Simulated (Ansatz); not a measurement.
Al: space group P6_3/mmc (No. 194), a = 2.822 Å, b = 2.822 Å, c = 9.262 Å, α = 90.00°, β = 90.00°, γ = 120.00°. Origin: the end point of a relaxation with Ansatz 0.2.0, DFT r2SCAN, scalar-relativistic, plane waves, PAW. Forms under 0.4 % of the area are left out.

**Estimate the growth shape by the BFDH rule (face distance proportional to 1/d, absences counted).**

The forms computed, by share of the surface:

```json
{"form": "{002}", "faces": "2", "d (Å)": "4.631", "share of area (%)": "45.1"}
{"form": "{100}", "faces": "6", "d (Å)": "2.444", "share of area (%)": "27.5"}
{"form": "{101}", "faces": "12", "d (Å)": "2.363", "share of area (%)": "27.4"}
```

Widths along a, b and c stand as 1.00 : 1.00 : 0.46.

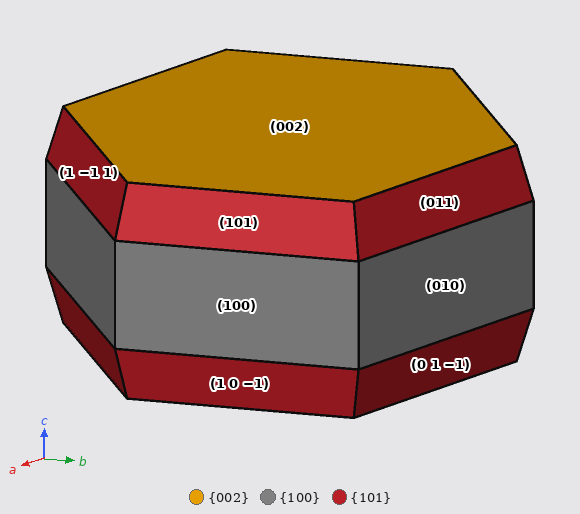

The computed shape, faces indexed. The rule is geometric and ignores bonding and growth conditions.
